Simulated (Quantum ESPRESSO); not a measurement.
# Cu: 7 runs along one coordinate

System: Cu (P6₃/mmc, 2 atoms in the cell).
Method: Kohn-Sham DFT of a periodic cell, PBE, SSSP 1.3 efficiency PBE, no spin polarisation (Quantum ESPRESSO 7.5).

The 7 runs differ only in the geometry, by an even scaling of the cell at fixed fractional positions. The structure derives from a Materials Project entry.

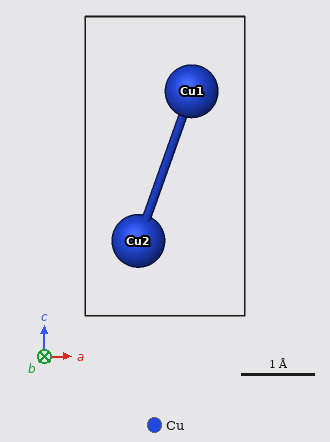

Figure 1. The structure of run 4 (ball-and-stick view of the cell of the calculation, along the b axis; atoms are numbered from 1 in the order of the input).

**Input of run 4**
```
&CONTROL
  calculation = 'scf'
  prefix = 'pwscf'
  outdir = './tmp'
  pseudo_dir = './pseudo'
  tprnfor = .true.
  tstress = .true.
  disk_io = 'nowf'
/
&SYSTEM
  ibrav = 0
  nat = 2
  ntyp = 1
  ecutwfc = 55
  ecutrho = 440
  nbnd = 18
  occupations = 'smearing'
  smearing = 'fd'
  degauss = 0.00367493
/
&ELECTRONS
  conv_thr = 4d-10
  electron_maxstep = 120
  mixing_beta = 0.5
/
ATOMIC_SPECIES
Cu    63.5460 Cu.paw.z_11.ld1.psl.v1.0.0-low.upf
CELL_PARAMETERS angstrom
   2.5340966698    0.0000000000    0.0000000000
  -1.2670483349    2.1945920917    0.0000000000
   0.0000000000    0.0000000000    4.1125710000
ATOMIC_POSITIONS crystal
Cu     0.6666666667    0.3333333333    0.7500000000
Cu     0.3333333333    0.6666666667    0.2500000000
K_POINTS automatic
12 12 7 0 0 0
```

Command:
```bash
OMP_NUM_THREADS=1 pw.x -in pw.in > pw.out
```

Lattice vectors (Å) and fractional positions of run 4:
```
   2.534097    0.000000    0.000000
  -1.267048    2.194592    0.000000
   0.000000    0.000000    4.112571
Cu  0.666667  0.333333  0.750000
Cu  0.333333  0.666667  0.250000
```

Run 6 differs from it as follows:
```diff
-   2.5340966698    0.0000000000    0.0000000000
-  -1.2670483349    2.1945920917    0.0000000000
-   0.0000000000    0.0000000000    4.1125710000
+   2.5674438712    0.0000000000    0.0000000000
+  -1.2837219356    2.2234716153    0.0000000000
+   0.0000000000    0.0000000000    4.1666899825
```

**Results, with one run withheld**

```tsv
run	volume per atom (Å³)	free energy per atom, from the lowest run given (meV)	pressure (GPa)
1	10.749	69.20	19.49
2	10.978	43.98	14.81
3	11.207	25.05	10.62
4	11.436	11.77	6.91
5	11.664	3.53	3.60
6	11.893	?	?
7	12.122	0.00	−1.99
```

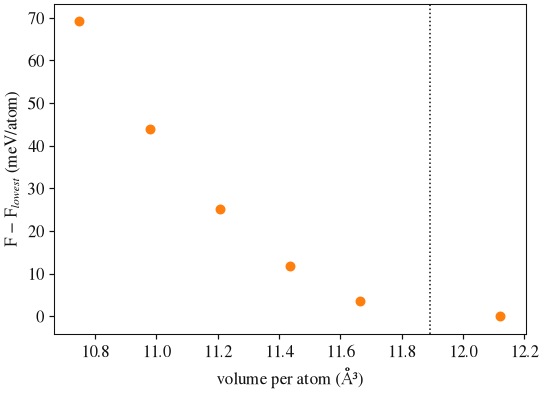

Figure 2. Free energy per atom of the runs given; the dotted line marks run 6.

Estimate the energy of run 6 from the others.

A cubic polynomial in V^(−2/3) (the Birch–Murnaghan form), fitted to the 6 runs given, misses them by at most 0.01 meV per atom. With x = V^(−2/3) − 0.19807 Å⁻², it reads F = 16.46 + 4780.6 x + 3.3979e+05 x² + 7.0301e+05 x³ (meV per atom). At run 6 it gives −0.25 meV per atom, and the run itself gives −0.23. The slope of the fit gives a pressure −dF/dV of 1.18 GPa there, and the run prints 0.63 GPa. The two needn't agree exactly: the fit is approximate, and the printed stress is taken on a finite basis. The fit has its minimum at 11.992 Å³ per atom, where V d²F/dV² gives 140 GPa. Cell shape and fractional positions are held, so this is the stiffness under even scaling; the relaxed bulk modulus wasn't computed.

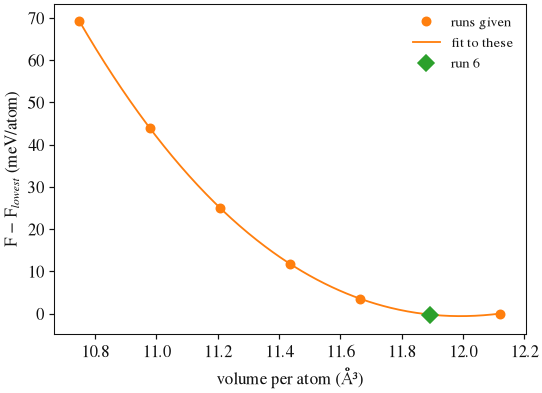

Figure 3. The fit and the withheld run.

**Some lines of the output (run 6)**
```
[...]
     unit-cell volume          =     160.5167 (a.u.)^3
     number of k points=    76  Fermi-Dirac smearing, width (Ry)=  0.0037
     total energy              =    -426.13437027 Ry
     total energy              =    -426.16598412 Ry
     total energy              =    -426.19103544 Ry
     total energy              =    -426.19117994 Ry
     total energy              =    -426.19119300 Ry
     total energy              =    -426.19119433 Ry
     total energy              =    -426.19119441 Ry
     the Fermi energy is    12.5040 ev
!    total energy              =    -426.19119442 Ry
     The total energy is F=E-TS. E is the sum of the following terms:
     Computing stress (Cartesian axis) and pressure
          total   stress  (Ry/bohr**3)                   (kbar)     P=        6.29
```
